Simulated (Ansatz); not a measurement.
## Run report: Zn$_{32}$S$_{32}$, single-point calculation (part 1 of 2)

The run: single-point calculation of Zn$_{32}$S$_{32}$ (F-43m, 64 atoms in the cell). Method and program: DFT, HSE06, PAW, plane waves (Ansatz 0.2.0).

The structure was built on a prototype by a generator.

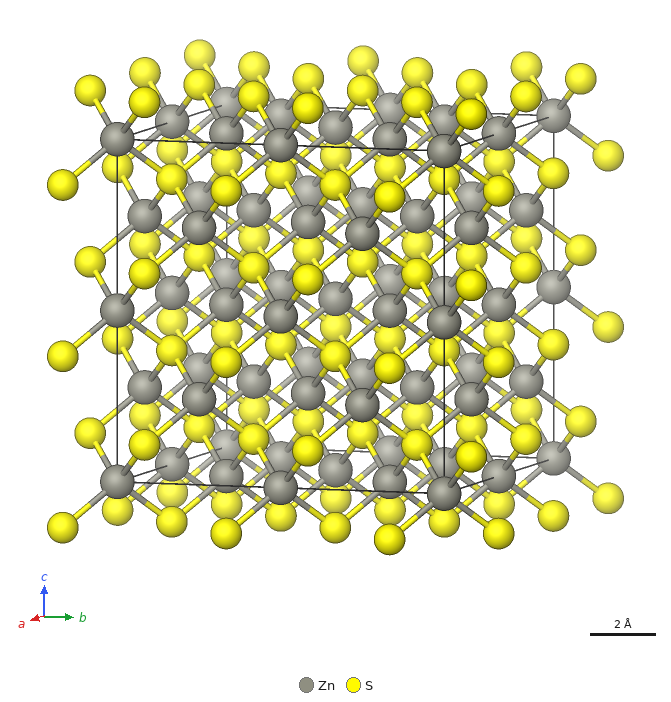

Figure 1. The input geometry (ball-and-stick view of the cell of the calculation, seen slightly off an axis; bonded neighbours outside the cell are drawn too). Near neighbours in the crystal (not all of them lie inside the picture): Zn has 4 S at 2.32 Å; S has 4 Zn at 2.32 Å.

### Input file
```yaml
crystal:
  lattice:
    - [10.729125, 0.000000, 0.000000]
    - [0.000000, 10.729125, 0.000000]
    - [0.000000, 0.000000, 10.729125]
  atoms:
    - { symbol: Zn, position: [0.000000, 0.000000, 0.000000] }
    - { symbol: Zn, position: [0.000000, 0.000000, 0.500000] }
    - { symbol: Zn, position: [0.000000, 0.500000, 0.000000] }
    - { symbol: Zn, position: [0.000000, 0.500000, 0.500000] }
    - { symbol: Zn, position: [0.500000, 0.000000, 0.000000] }
    - { symbol: Zn, position: [0.500000, 0.000000, 0.500000] }
    - { symbol: Zn, position: [0.500000, 0.500000, 0.000000] }
    - { symbol: Zn, position: [0.500000, 0.500000, 0.500000] }
    - { symbol: Zn, position: [0.250000, 0.250000, 0.000000] }
    - { symbol: Zn, position: [0.250000, 0.250000, 0.500000] }
    - { symbol: Zn, position: [0.250000, 0.750000, 0.000000] }
    - { symbol: Zn, position: [0.250000, 0.750000, 0.500000] }
    - { symbol: Zn, position: [0.750000, 0.250000, 0.000000] }
    - { symbol: Zn, position: [0.750000, 0.250000, 0.500000] }
    - { symbol: Zn, position: [0.750000, 0.750000, 0.000000] }
    - { symbol: Zn, position: [0.750000, 0.750000, 0.500000] }
    - { symbol: Zn, position: [0.250000, 0.000000, 0.250000] }
    - { symbol: Zn, position: [0.250000, 0.000000, 0.750000] }
    - { symbol: Zn, position: [0.250000, 0.500000, 0.250000] }
    - { symbol: Zn, position: [0.250000, 0.500000, 0.750000] }
    - { symbol: Zn, position: [0.750000, 0.000000, 0.250000] }
    - { symbol: Zn, position: [0.750000, 0.000000, 0.750000] }
    - { symbol: Zn, position: [0.750000, 0.500000, 0.250000] }
    - { symbol: Zn, position: [0.750000, 0.500000, 0.750000] }
    - { symbol: Zn, position: [0.000000, 0.250000, 0.250000] }
    - { symbol: Zn, position: [0.000000, 0.250000, 0.750000] }
    - { symbol: Zn, position: [0.000000, 0.750000, 0.250000] }
    - { symbol: Zn, position: [0.000000, 0.750000, 0.750000] }
    - { symbol: Zn, position: [0.500000, 0.250000, 0.250000] }
    - { symbol: Zn, position: [0.500000, 0.250000, 0.750000] }
    - { symbol: Zn, position: [0.500000, 0.750000, 0.250000] }
    - { symbol: Zn, position: [0.500000, 0.750000, 0.750000] }
    - { symbol: S, position: [0.125000, 0.125000, 0.125000] }
    - { symbol: S, position: [0.125000, 0.125000, 0.625000] }
    - { symbol: S, position: [0.125000, 0.625000, 0.125000] }
    - { symbol: S, position: [0.125000, 0.625000, 0.625000] }
    - { symbol: S, position: [0.625000, 0.125000, 0.125000] }
    - { symbol: S, position: [0.625000, 0.125000, 0.625000] }
    - { symbol: S, position: [0.625000, 0.625000, 0.125000] }
    - { symbol: S, position: [0.625000, 0.625000, 0.625000] }
    - { symbol: S, position: [0.375000, 0.375000, 0.125000] }
    - { symbol: S, position: [0.375000, 0.375000, 0.625000] }
    - { symbol: S, position: [0.375000, 0.875000, 0.125000] }
    - { symbol: S, position: [0.375000, 0.875000, 0.625000] }
    - { symbol: S, position: [0.875000, 0.375000, 0.125000] }
    - { symbol: S, position: [0.875000, 0.375000, 0.625000] }
    - { symbol: S, position: [0.875000, 0.875000, 0.125000] }
    - { symbol: S, position: [0.875000, 0.875000, 0.625000] }
    - { symbol: S, position: [0.375000, 0.125000, 0.375000] }
    - { symbol: S, position: [0.375000, 0.125000, 0.875000] }
    - { symbol: S, position: [0.375000, 0.625000, 0.375000] }
    - { symbol: S, position: [0.375000, 0.625000, 0.875000] }
    - { symbol: S, position: [0.875000, 0.125000, 0.375000] }
    - { symbol: S, position: [0.875000, 0.125000, 0.875000] }
    - { symbol: S, position: [0.875000, 0.625000, 0.375000] }
    - { symbol: S, position: [0.875000, 0.625000, 0.875000] }
    - { symbol: S, position: [0.125000, 0.375000, 0.375000] }
    - { symbol: S, position: [0.125000, 0.375000, 0.875000] }
    - { symbol: S, position: [0.125000, 0.875000, 0.375000] }
    - { symbol: S, position: [0.125000, 0.875000, 0.875000] }
    - { symbol: S, position: [0.625000, 0.375000, 0.375000] }
    - { symbol: S, position: [0.625000, 0.375000, 0.875000] }
    - { symbol: S, position: [0.625000, 0.875000, 0.375000] }
    - { symbol: S, position: [0.625000, 0.875000, 0.875000] }
kpoints:
  mp_grid: { grid: [1, 1, 1] }
hamiltonian:
  xc: hse06
scf:
  occupations: { method: fermi_dirac, width: 0.01 }
output:
  forces: true
  eigenvalues: true
  populations: true
  eigenstates: { kpoints: [[0, 0, 0]], e_range: [-6.0, 6.0], localisation: true }
```

Hardware: 8 CPU threads, shared host.

### Output
```
Pseudopotentials: kind: paw
Functional definition: HSE06
  parameter a = 0.25
  parameter omega = 0.11/bohr
  exchange = pbe_x - a*pbe_x_sr(omega) + a*exact_x_sr(omega)
  correlation = pbe_c
Crystal: 64 atoms, lattice volume = 1235.074 Å³
Basis set: ecut = 420 eV, 24111 PW (Γ), exchange–correlation on 144×144×144 points (8 copies of the dense FFT grid, shifted against one another)
Bands: 352, of which v1, the nominal top of the filled ones, is band 288 counted from 1 (287 counted from 0)
Symmetry: 768 space group operations
Space group: F-43m (ITA 216), of the structure as read, at distance tolerance 1.1e-4 Å
k-points: 1
Non-local potential: Zn, projectors of the file, l = 0: 2, l = 1: 2, l = 2: 3, l = 3: 1
Non-local potential: S, projectors of the file, l = 0: 2, l = 1: 2, l = 2: 2
PAW form: soft (Blöchl's): semilocal exchange-correlation on the pseudo side does not see the compensation charge
PAW frozen core: Zn, regenerated for the run's functional, and the local potential with it (the file was generated under x = pbe(κ = 0.804, μ = 0.2195149727645171), c = pbe(β = 0.06672455060314922))
PAW frozen core: S, regenerated for the run's functional, and the local potential with it (the file was generated under x = pbe(κ = 0.804, μ = 0.2195149727645171), c = pbe(β = 0.06672455060314922))
PAW one-centre angular grid: Zn, 590 points (default); XC on 64 Gauss nodes
PAW one-centre angular grid: S, 110 points (default); XC on 64 Gauss nodes
Initial density: superposition of atomic densities (neutral atoms: chi_scale 0, normalization atom), corrected by the library's trained network
Initial wavefunctions: pseudopotential atomic-orbital guess
Functional: x = pbe(κ = 0.804, μ = 0.2195149727645171), c = pbe(β = 0.06672455060314922), warm-up for x = pbe(κ = 0.804, μ = 0.2195149727645171) + 0.25 (exact − pbe) at short range (hse, ω = 0.20786987370883472 Å⁻¹), c = pbe(β = 0.06672455060314922); HSE06 as pw.x's `hse` composes it (authors' and Libxc's form: `xc: wpbeh`)
SCF iter   1: F=—  HF=-135125.262853 eV  |F-HF|=—  |Δ(HF+E_count)|=         —  Δρ=1.79e-3  dr2=2.14e-2  ethr=1.77e-3  ⟨swp⟩=16.0  Hψ=1768  notcnv=0
preconditioner: auto → none  [insulator: Δε(μ)=2.205 eV  Ē_g=10.869 eV  σ=0.010 eV  W_gap=1.00  n_scr=256 (ndim 8)  ℏωp=25.4 eV  f_vac=0.024  D(μ)=0.00/eV (n_scr^D=0)]
SCF iter   2: F=—  HF=-135125.269183 eV  |F-HF|=—  |Δ(HF+E_count)|=   6.33e-3  Δρ=1.24e-3  dr2=1.11e-2  ethr=3.72e-6  ⟨swp⟩=8.0  Hψ=1490  notcnv=0  defer=17
iter 3 solved again at ethr=9.47e-8 eV; its pass at ethr=1.93e-6 eV (dr2=5.45e-4 eV) is discarded
SCF iter   3: F=—  HF=-135125.264434 eV  |F-HF|=—  |Δ(HF+E_count)|=   4.75e-3  Δρ=2.90e-4  dr2=5.55e-4  ethr=9.47e-8  ⟨swp⟩=5.0  Hψ=1808  notcnv=0
SCF iter   4: F=-135125.265804 eV  HF=-135125.265815 eV  |F-HF|=1.02e-5  |Δ(HF+E_count)|=   1.38e-3  Δρ=9.21e-5  dr2=1.69e-4  ethr=9.47e-8  ⟨swp⟩=3.0  Hψ=786  notcnv=0
SCF 1 stopped early in 4 iterations: F = -135125.265804 eV  dr2 = 1.69e-4
  greatest PAW one-centre occupation: 0.983 electrons in one spin orbital (limit 2), on the Zn atom at site 31 (counted from 0), in its partial waves of l = 2
Initial density: handed on by an earlier stage of this run
Initial wavefunctions: those handed on with the density
Functional: x = pbe(κ = 0.804, μ = 0.2195149727645171) + 0.25 (exact − pbe) at short range (hse, ω = 0.20786987370883472 Å⁻¹), c = pbe(β = 0.06672455060314922); HSE06 as pw.x's `hse` composes it (authors' and Libxc's form: `xc: wpbeh`)
Exchange kernel: α = 0.2500, screened, ω = 0.2079 Å⁻¹, Wigner–Seitz truncation, v(0) = 937.8682 eV·Å³, q-mesh 1×1×1, nearest image of the exchange supercell L = 10.73 Å, pair-density grid 60×60×60, without the augmentation charges, whose exchange is taken in its separable form (sized by the pseudopotential files, 72×72×72 at the most), smooth part of the exchange summed in real space on grids 48×4
Frozen-core exchange: fock
SCF iter   1: F=—  HF=-135148.023616 eV  |F-HF|=—  |Δ(HF+E_count)|=         —  Δρ=2.20e-2  dr2=3.13e0  ethr=2.93e-7  ⟨swp⟩=16.0  Hψ=2256  notcnv=0
preconditioner: auto → none  [insulator: Δε(μ)=3.444 eV  Ē_g=13.421 eV  σ=0.010 eV  W_gap=1.00  n_scr=256 (ndim 8)  ℏωp=25.4 eV  f_vac=0.026  D(μ)=0.00/eV (n_scr^D=0)]
SCF iter   2: F=—  HF=-135147.159831 eV  |F-HF|=—  |Δ(HF+E_count)|=   8.64e-1  Δρ=3.42e-3  dr2=2.01e-1  ethr=2.93e-7  ⟨swp⟩=6.0  Hψ=1872  notcnv=0
SCF iter   3: F=—  HF=-135147.245606 eV  |F-HF|=—  |Δ(HF+E_count)|=   8.58e-2  Δρ=4.64e-3  dr2=1.30e-1  ethr=2.93e-7  ⟨swp⟩=6.0  Hψ=1725  notcnv=0
SCF iter   4: F=—  HF=-135147.232818 eV  |F-HF|=—  |Δ(HF+E_count)|=   1.28e-2  Δρ=1.96e-3  dr2=2.20e-2  ethr=2.93e-7  ⟨swp⟩=4.0  Hψ=1271  notcnv=0
SCF iter   5: F=—  HF=-135147.267492 eV  |F-HF|=—  |Δ(HF+E_count)|=   3.47e-2  Δρ=1.07e-3  dr2=7.02e-3  ethr=2.93e-7  ⟨swp⟩=6.0  Hψ=1310  notcnv=0
SCF iter   6: F=-135147.263875 eV  HF=-135147.263884 eV  |F-HF|=8.27e-6  |Δ(HF+E_count)|=   3.61e-3  Δρ=3.63e-5  dr2=3.08e-5  ethr=2.93e-7  ⟨swp⟩=4.0  Hψ=1177  notcnv=0
SCF 2 stopped early in 6 iterations: F = -135147.263875 eV  dr2 = 3.08e-5
  greatest PAW one-centre occupation: 0.986 electrons in one spin orbital (limit 2), on the Zn atom at site 31 (counted from 0), in its partial waves of l = 2
hybrid outer 1: dexx = +3.417e-1 eV, tail = 9.80e-4 eV
SCF iter   1: F=—  HF=-135147.248410 eV  |F-HF|=—  |Δ(HF+E_count)|=         —  Δρ=4.55e-5  dr2=4.14e-5  ethr=8.51e-7  ⟨swp⟩=10.0  Hψ=844  notcnv=0
preconditioner: auto → none  [insulator: Δε(μ)=3.458 eV  Ē_g=13.141 eV  σ=0.010 eV  W_gap=1.00  n_scr=256 (ndim 8)  ℏωp=25.4 eV  f_vac=0.030  D(μ)=0.00/eV (n_scr^D=0)]
SCF iter   2: F=—  HF=-135147.248434 eV  |F-HF|=—  |Δ(HF+E_count)|=   2.36e-5  Δρ=1.99e-5  dr2=6.61e-6  ethr=5.32e-9  ⟨swp⟩=4.0  Hψ=1138  notcnv=0
SCF iter   3: F=—  HF=-135147.248457 eV  |F-HF|=—  |Δ(HF+E_count)|=   2.37e-5  Δρ=7.60e-6  dr2=7.70e-7  ethr=5.49e-10  ⟨swp⟩=6.0  Hψ=1206  notcnv=0
SCF iter   4: F=—  HF=-135147.248457 eV  |F-HF|=—  |Δ(HF+E_count)|=   2.17e-7  Δρ=2.85e-6  dr2=1.20e-7  ethr=9.36e-11  ⟨swp⟩=3.0  Hψ=843  notcnv=0
SCF iter   5: F=—  HF=-135147.248457 eV  |F-HF|=—  |Δ(HF+E_count)|=   4.75e-7  Δρ=1.69e-6  dr2=3.52e-8  ethr=1.11e-11  ⟨swp⟩=15.0  Hψ=1235  notcnv=0
SCF iter   6: F=-135147.248457 eV  HF=-135147.248457 eV  |F-HF|=5.82e-11  |Δ(HF+E_count)|=   4.43e-8  Δρ=3.61e-7  dr2=5.09e-9  ethr=5.51e-12  ⟨swp⟩=4.0  Hψ=1065  notcnv=0
SCF 3 converged in 6 iterations: F = -135147.248457 eV  dr2 = 5.09e-9
  Residual-converged pass: ⟨swp⟩=2.0  Hψ=353  notcnv=0  max |occ|·‖R‖ = 5.1e-6 eV (tolerance 6.7e-6 eV)  dr2=5.09e-9  dr2_onsite=2.66e-10  max |Δocc| = 0.0e0
```

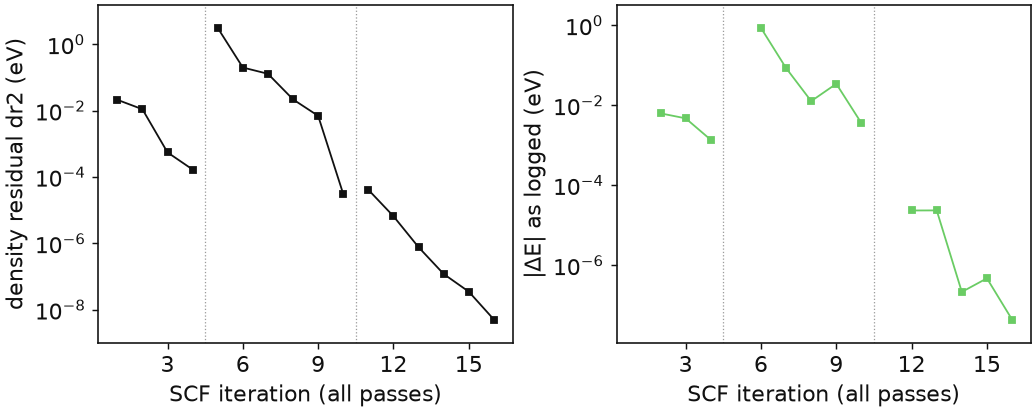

Figure 2. Convergence of the self-consistent field: density residual dr2 and size of the energy change against the SCF iteration. The run starts with a semilocal functional; after that each stretch between dotted lines is one SCF of the hybrid functional between two exact rebuilds of the exchange operator by the outer loop. Early passes are stopped at a loose threshold. The passes take 4, 6 and 6 iterations.
